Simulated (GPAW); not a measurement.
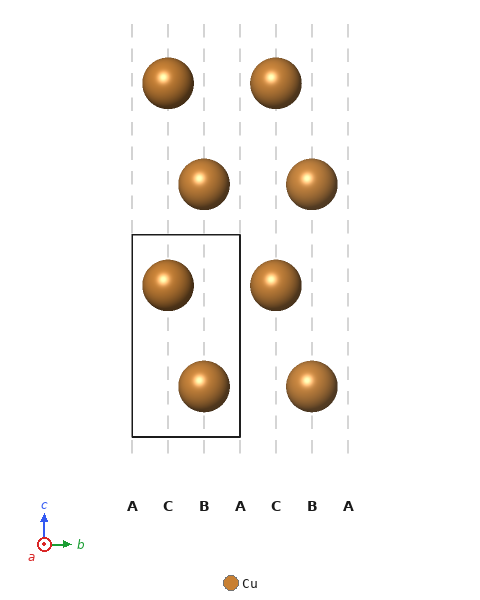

The picture looks along a close-packed row of the hexagonal mesh; c points upwards. The dashed lines mark the three columns A (0, 0), B (1/3, 2/3) and C (2/3, 1/3). The sequence starts with the first layer at or above the cell's origin.

System Cu; source of the atomic positions: a cell listed in the Materials Project, as set up for an electronic-structure calculation.

Give the sequence of layers in one repeat, with element and column.

Cu(B) – Cu(C) (two layers in 4.11 Å).

Taking all atoms as equal spheres, what packing is it?

As equal spheres, BC: hexagonal close packing.

What short polytype symbol fits?

Polytype symbol 2H, Ramsdell's symbol (number of layers in the repeat and lattice).
